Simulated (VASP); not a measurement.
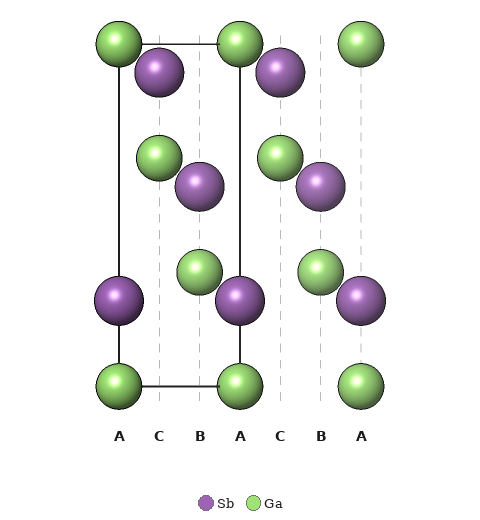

Projection along an edge of the hexagonal mesh, stacking direction [111] upwards. The dashed lines mark the three columns A (0, 0), B (1/3, 2/3) and C (2/3, 1/3). The box is the hexagonal cell of the face-centred cubic lattice. The sequence starts with the first layer at or above the cell's origin.

The compound is GaSb (space group F-43m, No. 216), taken as the geometry relaxed with VASP Kohn-Sham DFT of a periodic cell, HSEsol, VASP PAW PBE potentials, recommended (VASP 6.6.1).

### Read off the stacking sequence over one period.

Ga(A) – Sb(A) – Ga(B) – Sb(B) – Ga(C) – Sb(C) (six layers in 10.51 Å).

### How are the Sb layers alone stacked?

Sb layers alone: ABC, the cubic close-packed type.

### Which positions between or in the Sb layers do the other atoms fill?

Ga: three tetrahedral sites in each hexagonal cell.

### What short polytype symbol fits?

Polytype symbol 3C, the symbol of a tetrahedral polytype (number of double layers in the repeat and lattice).

Heights of the layers:

```csv
layer,atoms (column),height (Å),to next (Å)
1,Ga(A),0.00,2.63
2,Sb(A),2.63,0.88
3,Ga(B),3.50,2.63
4,Sb(B),6.13,0.88
5,Ga(C),7.00,2.63
6,Sb(C),9.63,0.88
```
